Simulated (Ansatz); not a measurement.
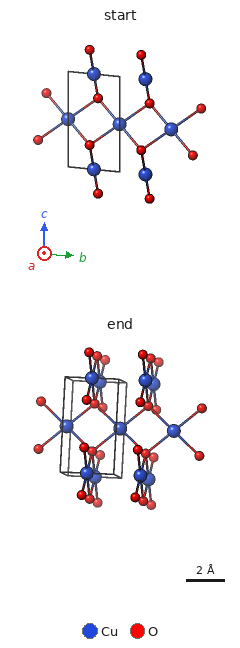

The structure of a crystal of CuO (set up in C2/c) before (top) and after (bottom) a relaxation, at one scale.

A ball-and-stick model of the cell of the calculation, repeated 1 × 2 × 1 with one cell outlined, seen along the a axis.

The run lets cell and atoms move.

The calculation used Kohn-Sham DFT of a periodic cell, PBEsol, Ansatz PAW in Ansatz 0.2.0.

The input:
```yaml
crystal:
  lattice:
    - [2.34185, -1.7113, 0.0]
    - [2.34185, 1.7113, 0.0]
    - [-0.8500274268, 0.0, 5.0578693947]
  atoms:
    - { symbol: Cu, position: [0.5, 0.0, 0.5] }
    - { symbol: Cu, position: [0.0, 0.5, 0.0] }
    - { symbol: O, position: [0.4184, 0.5816, 0.75] }
    - { symbol: O, position: [0.5816, 0.4184, 0.25] }
hamiltonian:
  xc: pbesol
  pseudopotentials: { kind: paw }
kpoints:
  mp_grid: { grid: [10, 10, 5] }
scf:
  occupations: { method: fermi_dirac, width: 0.05 }
output:
  forces: true
  stress: true
relax:
  f_tol: 0.01
  max_steps: 40
  cell: { stress_tol: 0.05 }
```

Run as
```bash
ansatz run input.yaml --threads 2 --pin off --max-ram 5120MiB --backend cpu --events-out ev --progress --plain --runs-dir out
```

### Summarise the run.

The largest moves relative to the cell, 0.33 Å, are those of O atoms. Cu stays in place. Cell: a = b 2.900 → 2.895 Å (−0.2 %), c 5.129 → 5.090 Å (−0.8 %), α 97.7° → 90.0°, β 97.7° → 90.0°, γ 72.3° → 89.8°. Volume +5.2 %. Some distances before and after: Cu–O 1.961 → 1.927 Å. Among the angles between lasting bonds that change: Cu–O–Cu 145.8° → 116.0°, Cu–O–Cu 104.0° → 115.7°, Cu–O–Cu 108.8° → 115.9°. The space group (tolerance 0.01 Å) goes from C2/c (No. 15) to Cccm (No. 66). The energy falls by 37.4 meV per atom in 15 accepted moves (21 points after the start). The largest force component goes from 0.36 to under 0.0001 eV/Å. The pressure goes from −2.72 to 0.00 GPa. The line search rejected the trial step at point 4 of the run. At 5 points the geometry stayed and the basis and grid were re-selected for the new cell (energy shift of 7.4 meV per atom at most each time). Cost: 28 s on 2 threads of AMD EPYC 9R45 96-Core Processor (Zen 5) (shared host), peak memory 0.51 GiB.
